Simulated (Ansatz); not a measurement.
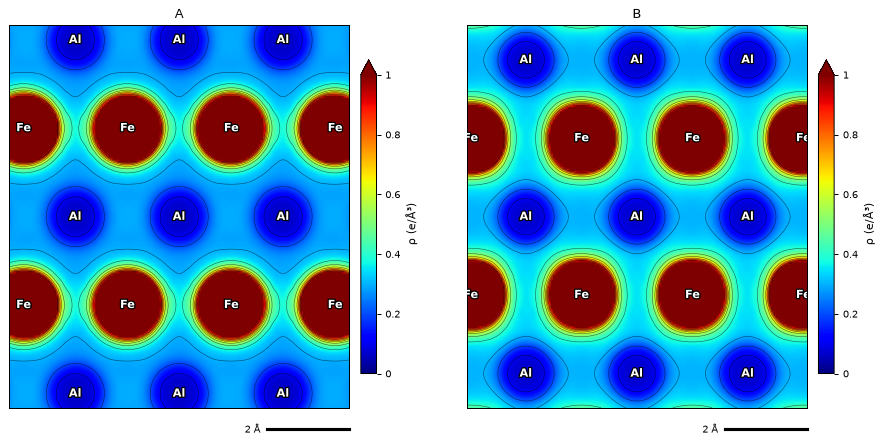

AlFe. The valence charge density (pseudo) of two cells that differ in size and shape, on the (110) plane of each (indices in the axes of the calculation cell), at one length scale and on one colour scale: A has 11.5 Å³ an atom and B 9.7.

Computed with Ansatz 0.2.0, DFT PBEsol, scalar-relativistic, plane waves, PAW.

Core electrons are frozen (PAW), and the valence fields are smoothed inside the atomic spheres.

What changes from the larger cell to the smaller?

Answer. From the larger cell to the smaller, Al–Fe goes from 2.48 to 2.32 Å, and the density at its midpoint from 0.32 to 0.41 e/Å³; the pressure goes from 6 to 47 GPa; the largest moment (Fe) goes from 1.1 to 0.5 μB.
